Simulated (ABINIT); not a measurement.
**Geometry relaxation of KCl (part 2 of 3)**

KCl (2 atoms in the cell); Kohn-Sham DFT of a periodic cell, LDA, PseudoDojo NC SR LDA v0.4.1 standard, no spin polarisation (ABINIT 10.8.3); cutoff 979.61 eV, 5×5×5 k-mesh, fermi-dirac of 0.05 eV. The structure derives from a Materials Project entry.

Geometry of the input (Å; fractional positions):
```
3.8392  0.0000  0.0000
0.0000  3.8392  0.0000
0.0000  0.0000  3.8392
K  0.0000  0.0000  0.0000
Cl 0.5000  0.5000  0.5000
```

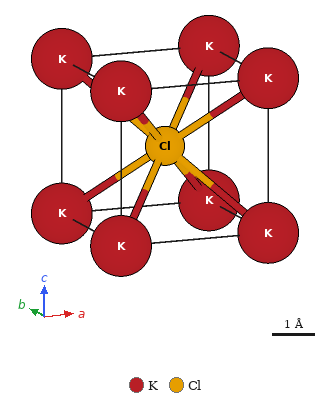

Fig. 1: The structure as given in the input (ball-and-stick view of the cell of the calculation, seen slightly off an axis).

**Log, continued**
```
 Cartesian coordinates (xcart) [bohr]
  0.00000000000000E+00  0.00000000000000E+00  0.00000000000000E+00
  3.61583059082818E+00  3.61583059082818E+00  3.61583059082818E+00
 Reduced coordinates (xred)
  0.00000000000000E+00  0.00000000000000E+00  0.00000000000000E+00
  5.00000000000000E-01  5.00000000000000E-01  5.00000000000000E-01
 Cartesian forces (fcart) [Ha/bohr]; max,rms= 0.00000E+00 0.00000E+00 (free atoms)
 -0.00000000000000E+00 -0.00000000000000E+00 -0.00000000000000E+00
 -0.00000000000000E+00 -0.00000000000000E+00 -0.00000000000000E+00
 Gradient of E wrt nuclear positions in reduced coordinates (gred)
  0.00000000000000E+00  0.00000000000000E+00  0.00000000000000E+00
  0.00000000000000E+00  0.00000000000000E+00  0.00000000000000E+00
 Scale of Primitive Cell (acell) [bohr]
  7.23166118165637E+00  7.23166118165637E+00  7.23166118165637E+00
 Real space primitive translations (rprimd) [bohr]
  7.23166118165637E+00  0.00000000000000E+00  0.00000000000000E+00
  0.00000000000000E+00  7.23166118165637E+00  0.00000000000000E+00
  0.00000000000000E+00  0.00000000000000E+00  7.23166118165637E+00
 Unitary Cell Volume (ucvol) [Bohr^3]=  3.78193631206486E+02
 Angles (23,13,12)= [degrees]
  9.00000000000000E+01  9.00000000000000E+01  9.00000000000000E+01
 Lengths [Bohr]
  7.23166118165637E+00  7.23166118165637E+00  7.23166118165637E+00
 Stress tensor in cartesian coordinates (strten) [Ha/bohr^3]
  1.03468210276295E-04  0.00000000000000E+00  0.00000000000000E+00
  0.00000000000000E+00  1.03468210276294E-04  0.00000000000000E+00
  0.00000000000000E+00  0.00000000000000E+00  1.03468210276294E-04
 Total energy (etotal) [Ha]= -4.64611024122159E+01

 Difference of energy with previous step (new-old):
           Absolute (Ha)=-3.87811E-04
           Relative     =-8.34703E-06

--- Iteration: ( 3/50) Internal Cycle: (1/1)
--------------------------------------------------------------------------------

---SELF-CONSISTENT-FIELD CONVERGENCE--------------------------------------------

--- !BeginCycle
iteration_state: {dtset: 1, itime: 3, icycle: 1, }
solver: {iscf: 7, nstep: 80, nline: 4, wfoptalg: 0, }
tolerances: {tolvrs: 1.00E-12, }
...

     iter   Etot(hartree)      deltaE(h)  residm     vres2
 ETOT  1  -46.397518903129    -4.640E+01 1.332E-01 7.549E+02
 ETOT  2  -46.460438992688    -6.292E-02 4.846E-04 3.869E+01
 ETOT  3  -46.463500807782    -3.062E-03 4.530E-04 3.481E+00
 ETOT  4  -46.463799852319    -2.990E-04 8.763E-05 2.210E-01
 ETOT  5  -46.463813345001    -1.349E-05 4.858E-04 3.540E-03
 ETOT  6  -46.463813719491    -3.745E-07 5.765E-04 1.408E-04
 ETOT  7  -46.463813727552    -8.062E-09 2.517E-03 1.147E-06
 ETOT  8  -46.463813727661    -1.081E-10 1.703E-03 2.643E-08
 ETOT  9  -46.463813727663    -2.636E-12 3.218E-03 6.523E-11
 ETOT 10  -46.463813727662     7.958E-13 1.542E-03 5.168E-13

 At SCF step   10       vres2   =  5.17E-13 < tolvrs=  1.00E-12 =>converged.

 Cartesian components of stress tensor (hartree/bohr^3)
  sigma(1 1)= -6.39975070E-05  sigma(3 2)=  0.00000000E+00
  sigma(2 2)= -6.39975070E-05  sigma(3 1)=  0.00000000E+00
  sigma(3 3)= -6.39975070E-05  sigma(2 1)=  0.00000000E+00

--- !ResultsGS
iteration_state: {dtset: 1, itime: 3, icycle: 1, }
comment   : Summary of ground state results
lattice_vectors:
- [  6.7421866,   0.0000000,   0.0000000, ]
- [  0.0000000,   6.7421866,   0.0000000, ]
- [  0.0000000,   0.0000000,   6.7421866, ]
lattice_lengths: [   6.74219,    6.74219,    6.74219, ]
lattice_angles: [ 90.000,  90.000,  90.000, ] # degrees, (23, 13, 12)
lattice_volume:   3.0648011E+02
convergence: {deltae:  7.958E-13, res2:  5.168E-13, residm:  1.542E-03, diffor: null, }
etotal    :  -4.64638137E+01
entropy   :   0.00000000E+00
fermie    :   1.65171753E-01
cartesian_stress_tensor: # hartree/bohr^3
- [ -6.39975070E-05,   0.00000000E+00,   0.00000000E+00, ]
- [  0.00000000E+00,  -6.39975070E-05,   0.00000000E+00, ]
- [  0.00000000E+00,   0.00000000E+00,  -6.39975070E-05, ]
pressure_GPa:   1.8829E+00
xred      :
- [  0.0000E+00,   0.0000E+00,   0.0000E+00,  K]
- [  5.0000E-01,   5.0000E-01,   5.0000E-01, Cl]
cartesian_forces: # hartree/bohr
- [ -0.00000000E+00,  -0.00000000E+00,  -0.00000000E+00, ]
- [ -0.00000000E+00,  -0.00000000E+00,  -0.00000000E+00, ]
force_length_stats: {min:   0.00000000E+00, max:   0.00000000E+00, mean:   0.00000000E+00, }
...

 Integrated electronic density in atomic spheres:
 ------------------------------------------------
 Atom  Sphere_radius  Integrated_density
    1        2.00000          6.91712698
    2        2.00000          5.07496662

---OUTPUT-----------------------------------------------------------------------

 Cartesian coordinates (xcart) [bohr]
  0.00000000000000E+00  0.00000000000000E+00  0.00000000000000E+00
  3.37109328897971E+00  3.37109328897971E+00  3.37109328897971E+00
 Reduced coordinates (xred)
  0.00000000000000E+00  0.00000000000000E+00  0.00000000000000E+00
  5.00000000000000E-01  5.00000000000000E-01  5.00000000000000E-01
 Cartesian forces (fcart) [Ha/bohr]; max,rms= 0.00000E+00 0.00000E+00 (free atoms)
 -0.00000000000000E+00 -0.00000000000000E+00 -0.00000000000000E+00
 -0.00000000000000E+00 -0.00000000000000E+00 -0.00000000000000E+00
 Gradient of E wrt nuclear positions in reduced coordinates (gred)
  0.00000000000000E+00  0.00000000000000E+00  0.00000000000000E+00
  0.00000000000000E+00  0.00000000000000E+00  0.00000000000000E+00
 Scale of Primitive Cell (acell) [bohr]
  6.74218657795942E+00  6.74218657795943E+00  6.74218657795943E+00
 Real space primitive translations (rprimd) [bohr]
  6.74218657795942E+00  0.00000000000000E+00  0.00000000000000E+00
  0.00000000000000E+00  6.74218657795943E+00  0.00000000000000E+00
  0.00000000000000E+00  0.00000000000000E+00  6.74218657795943E+00
 Unitary Cell Volume (ucvol) [Bohr^3]=  3.06480113651494E+02
 Angles (23,13,12)= [degrees]
  9.00000000000000E+01  9.00000000000000E+01  9.00000000000000E+01
 Lengths [Bohr]
  6.74218657795942E+00  6.74218657795943E+00  6.74218657795943E+00
 Stress tensor in cartesian coordinates (strten) [Ha/bohr^3]
 -6.39975069570450E-05  0.00000000000000E+00  0.00000000000000E+00
  0.00000000000000E+00 -6.39975069570481E-05  0.00000000000000E+00
  0.00000000000000E+00  0.00000000000000E+00 -6.39975069570494E-05
 Total energy (etotal) [Ha]= -4.64638137276624E+01

 Difference of energy with previous step (new-old):
           Absolute (Ha)=-2.71132E-03
           Relative     =-5.83550E-05

--- Iteration: ( 4/50) Internal Cycle: (1/1)
--------------------------------------------------------------------------------

---SELF-CONSISTENT-FIELD CONVERGENCE--------------------------------------------

--- !BeginCycle
iteration_state: {dtset: 1, itime: 4, icycle: 1, }
solver: {iscf: 7, nstep: 80, nline: 4, wfoptalg: 0, }
tolerances: {tolvrs: 1.00E-12, }
...

     iter   Etot(hartree)      deltaE(h)  residm     vres2
 ETOT  1  -46.453994507394    -4.645E+01 4.961E-04 1.080E+02
 ETOT  2  -46.463775157429    -9.781E-03 1.689E-04 4.922E+00
 ETOT  3  -46.464266374087    -4.912E-04 3.647E-05 6.097E-01
 ETOT  4  -46.464313479346    -4.711E-05 1.520E-05 3.490E-02
 ETOT  5  -46.464315433955    -1.955E-06 3.916E-06 6.927E-04
 ETOT  6  -46.464315515595    -8.164E-08 2.323E-06 2.292E-05
 ETOT  7  -46.464315517062    -1.467E-09 1.948E-06 2.288E-07
 ETOT  8  -46.464315517080    -1.827E-11 1.456E-06 9.578E-10
 ETOT  9  -46.464315517080     2.345E-13 1.420E-06 6.439E-12
 ETOT 10  -46.464315517077     2.267E-12 1.087E-06 2.149E-13

 At SCF step   10       vres2   =  2.15E-13 < tolvrs=  1.00E-12 =>converged.

 Cartesian components of stress tensor (hartree/bohr^3)
  sigma(1 1)=  1.45766574E-05  sigma(3 2)=  0.00000000E+00
  sigma(2 2)=  1.45766574E-05  sigma(3 1)=  0.00000000E+00
  sigma(3 3)=  1.45766574E-05  sigma(2 1)=  0.00000000E+00

--- !ResultsGS
iteration_state: {dtset: 1, itime: 4, icycle: 1, }
comment   : Summary of ground state results
lattice_vectors:
- [  6.9056139,   0.0000000,   0.0000000, ]
- [  0.0000000,   6.9056139,   0.0000000, ]
- [  0.0000000,   0.0000000,   6.9056139, ]
lattice_lengths: [   6.90561,    6.90561,    6.90561, ]
lattice_angles: [ 90.000,  90.000,  90.000, ] # degrees, (23, 13, 12)
lattice_volume:   3.2931149E+02
convergence: {deltae:  2.267E-12, res2:  2.149E-13, residm:  1.087E-06, diffor: null, }
etotal    :  -4.64643155E+01
entropy   :   0.00000000E+00
fermie    :   1.37942012E-01
cartesian_stress_tensor: # hartree/bohr^3
- [  1.45766574E-05,   0.00000000E+00,   0.00000000E+00, ]
- [  0.00000000E+00,   1.45766574E-05,   0.00000000E+00, ]
- [  0.00000000E+00,   0.00000000E+00,   1.45766574E-05, ]
pressure_GPa:  -4.2886E-01
xred      :
- [  0.0000E+00,   0.0000E+00,   0.0000E+00,  K]
- [  5.0000E-01,   5.0000E-01,   5.0000E-01, Cl]
cartesian_forces: # hartree/bohr
- [ -0.00000000E+00,  -0.00000000E+00,  -0.00000000E+00, ]
- [ -0.00000000E+00,  -0.00000000E+00,  -0.00000000E+00, ]
force_length_stats: {min:   0.00000000E+00, max:   0.00000000E+00, mean:   0.00000000E+00, }
...

 Integrated electronic density in atomic spheres:
 ------------------------------------------------
 Atom  Sphere_radius  Integrated_density
    1        2.00000          6.89595541
    2        2.00000          5.07369163

---OUTPUT-----------------------------------------------------------------------

 Cartesian coordinates (xcart) [bohr]
  0.00000000000000E+00  0.00000000000000E+00  0.00000000000000E+00
  3.45280696599522E+00  3.45280696599522E+00  3.45280696599522E+00
 Reduced coordinates (xred)
  0.00000000000000E+00  0.00000000000000E+00  0.00000000000000E+00
  5.00000000000000E-01  5.00000000000000E-01  5.00000000000000E-01
 Cartesian forces (fcart) [Ha/bohr]; max,rms= 0.00000E+00 0.00000E+00 (free atoms)
 -0.00000000000000E+00 -0.00000000000000E+00 -0.00000000000000E+00
 -0.00000000000000E+00 -0.00000000000000E+00 -0.00000000000000E+00
 Gradient of E wrt nuclear positions in reduced coordinates (gred)
  0.00000000000000E+00  0.00000000000000E+00  0.00000000000000E+00
  0.00000000000000E+00  0.00000000000000E+00  0.00000000000000E+00
 Scale of Primitive Cell (acell) [bohr]
  6.90561393199044E+00  6.90561393199044E+00  6.90561393199044E+00
 Real space primitive translations (rprimd) [bohr]
  6.90561393199044E+00  0.00000000000000E+00  0.00000000000000E+00
  0.00000000000000E+00  6.90561393199044E+00  0.00000000000000E+00
  0.00000000000000E+00  0.00000000000000E+00  6.90561393199044E+00
 Unitary Cell Volume (ucvol) [Bohr^3]=  3.29311490469136E+02
 Angles (23,13,12)= [degrees]
  9.00000000000000E+01  9.00000000000000E+01  9.00000000000000E+01
 Lengths [Bohr]
  6.90561393199044E+00  6.90561393199044E+00  6.90561393199044E+00
 Stress tensor in cartesian coordinates (strten) [Ha/bohr^3]
  1.45766574163454E-05  0.00000000000000E+00  0.00000000000000E+00
  0.00000000000000E+00  1.45766574163467E-05  0.00000000000000E+00
  0.00000000000000E+00  0.00000000000000E+00  1.45766574163471E-05
 Total energy (etotal) [Ha]= -4.64643155170773E+01

 Difference of energy with previous step (new-old):
           Absolute (Ha)=-5.01789E-04
           Relative     =-1.07995E-05

--- Iteration: ( 5/50) Internal Cycle: (1/1)
--------------------------------------------------------------------------------

---SELF-CONSISTENT-FIELD CONVERGENCE--------------------------------------------

--- !BeginCycle
iteration_state: {dtset: 1, itime: 5, icycle: 1, }
solver: {iscf: 7, nstep: 80, nline: 4, wfoptalg: 0, }
tolerances: {tolvrs: 1.00E-12, }
...

     iter   Etot(hartree)      deltaE(h)  residm     vres2
 ETOT  1  -46.463994232930    -4.646E+01 3.848E-03 3.841E+00
 ETOT  2  -46.464333315755    -3.391E-04 7.494E-06 1.929E-01
 ETOT  3  -46.464350566363    -1.725E-05 1.739E-05 2.095E-02
 ETOT  4  -46.464352258321    -1.692E-06 9.015E-07 1.298E-03
 ETOT  5  -46.464352333860    -7.554E-08 3.986E-07 2.325E-05
 ETOT  6  -46.464352336463    -2.603E-09 8.714E-07 7.703E-07
 ETOT  7  -46.464352336504    -4.078E-11 3.239E-07 2.170E-09
 ETOT  8  -46.464352336505    -8.313E-13 6.598E-07 1.030E-11
 ETOT  9  -46.464352336506    -1.258E-12 2.476E-07 9.381E-13

 At SCF step    9       vres2   =  9.38E-13 < tolvrs=  1.00E-12 =>converged.

 Cartesian components of stress tensor (hartree/bohr^3)
  sigma(1 1)=  1.32513234E-06  sigma(3 2)=  0.00000000E+00
  sigma(2 2)=  1.32513234E-06  sigma(3 1)=  0.00000000E+00
  sigma(3 3)=  1.32513234E-06  sigma(2 1)=  0.00000000E+00

--- !ResultsGS
iteration_state: {dtset: 1, itime: 5, icycle: 1, }
comment   : Summary of ground state results
lattice_vectors:
- [  6.8734813,   0.0000000,   0.0000000, ]
- [  0.0000000,   6.8734813,   0.0000000, ]
- [  0.0000000,   0.0000000,   6.8734813, ]
lattice_lengths: [   6.87348,    6.87348,    6.87348, ]
lattice_angles: [ 90.000,  90.000,  90.000, ] # degrees, (23, 13, 12)
lattice_volume:   3.2473587E+02
convergence: {deltae: -1.258E-12, res2:  9.381E-13, residm:  2.476E-07, diffor: null, }
etotal    :  -4.64643523E+01
entropy   :   0.00000000E+00
fermie    :   1.43139229E-01
cartesian_stress_tensor: # hartree/bohr^3
- [  1.32513234E-06,   0.00000000E+00,   0.00000000E+00, ]
- [  0.00000000E+00,   1.32513234E-06,   0.00000000E+00, ]
- [  0.00000000E+00,   0.00000000E+00,   1.32513234E-06, ]
pressure_GPa:  -3.8987E-02
xred      :
- [  0.0000E+00,   0.0000E+00,   0.0000E+00,  K]
- [  5.0000E-01,   5.0000E-01,   5.0000E-01, Cl]
cartesian_forces: # hartree/bohr
- [ -0.00000000E+00,  -0.00000000E+00,  -0.00000000E+00, ]
- [ -0.00000000E+00,  -0.00000000E+00,  -0.00000000E+00, ]
force_length_stats: {min:   0.00000000E+00, max:   0.00000000E+00, mean:   0.00000000E+00, }
...

 Integrated electronic density in atomic spheres:
 ------------------------------------------------
 Atom  Sphere_radius  Integrated_density
    1        2.00000          6.91966607
    2        2.00000          5.07423182

---OUTPUT-----------------------------------------------------------------------
```
